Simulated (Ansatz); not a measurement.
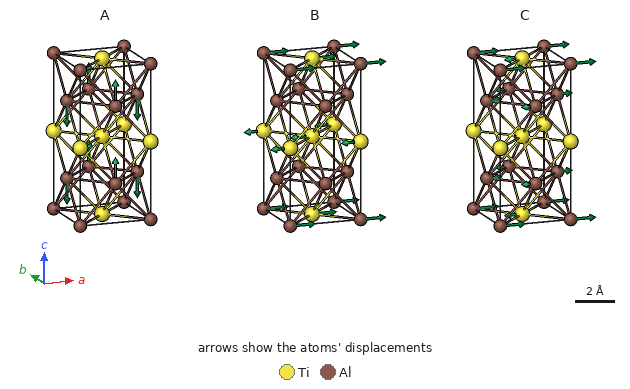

Three optical modes of solid Ti3Al5 at the zone centre, in no order (one member of each degenerate set). The green arrows give the relative displacements of the atoms. A ball-and-stick model of the cell of the calculation, seen slightly off an axis.

Level of theory: DFT r2SCAN, scalar-relativistic, plane waves, PAW in Ansatz 0.2.0. Settings: plane-wave cutoff 500 eV; k-point mesh 10 × 10 × 6; occupations gaussian; smearing width 0.15 eV; no spin polarisation.

### Rank the modes by frequency, softest first.

B (182 cm⁻¹), A (293 cm⁻¹), C (346 cm⁻¹). B, E_u: The Al (4i) atoms hardly move; the Al (1a) and Ti (1c) sublattices move against the Ti (1d) and Ti (1b) sublattices, along a; the kinetic energy is shared as Ti 77 %, Al 23 %. A, B₂u: The Ti (1b) and Ti (1c) and Ti (1d) and Al (1a) atoms stay at rest; all motion is along c; atoms of one kind move against one another, with no net shift of their sublattice. C, E_u: All motion is along a; the kinetic energy is shared as Al 74 %, Ti 26 %. The crystal is metallic in this run.
